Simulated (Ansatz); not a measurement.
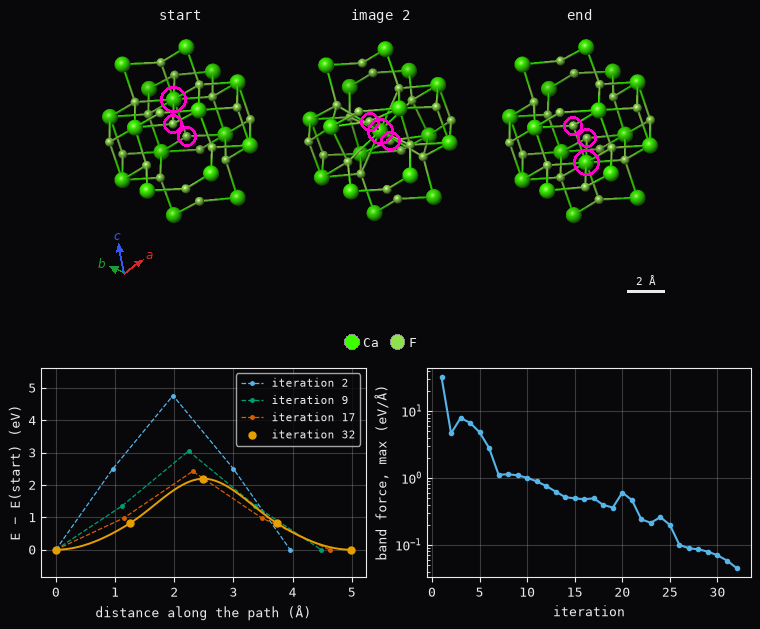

NEB run on CaF2 with a Ca vacancy (23 atoms in the cell). Images are numbered from 0 (start) to 4 (end). The plot follows the band through its iterations. The picture is a ball-and-stick view of the atoms within 4.9 Å of the middle of the path, seen slightly off an axis. The atoms that move most are ringed. Bonds to atoms that aren't drawn are left out.

Theory: DFT PBEsol, scalar-relativistic, plane waves, PAW in Ansatz. Set-up: plane-wave cutoff 420 eV; k-point mesh 2 × 2 × 2; Gaussian smearing 0.05 eV; 3 movable images; climbing image; force threshold 0.05 eV/Å; iteration limit 42; optimiser FIRE; largest step 1.0 Å.

**Judge this run.**

The run is converged, with reservations. The band converged in 32 iterations. The largest component of the band force went from 32 to 0.045 eV/Å. The climbing image converged on the top of the path. Its curvatures weren't checked. The step length is far from the usual. The first iteration put the highest image at 20.39 eV. The two ends have the same energy, and the highest point, image 2, lies 2.19 eV above the start.

Limits of the set-up: the k-point mesh is coarse for a cell with partly filled bands; the periodic images lie only 7.4 Å apart, so the values are limited by the cell's size.

PAW datasets: the set soft_1.
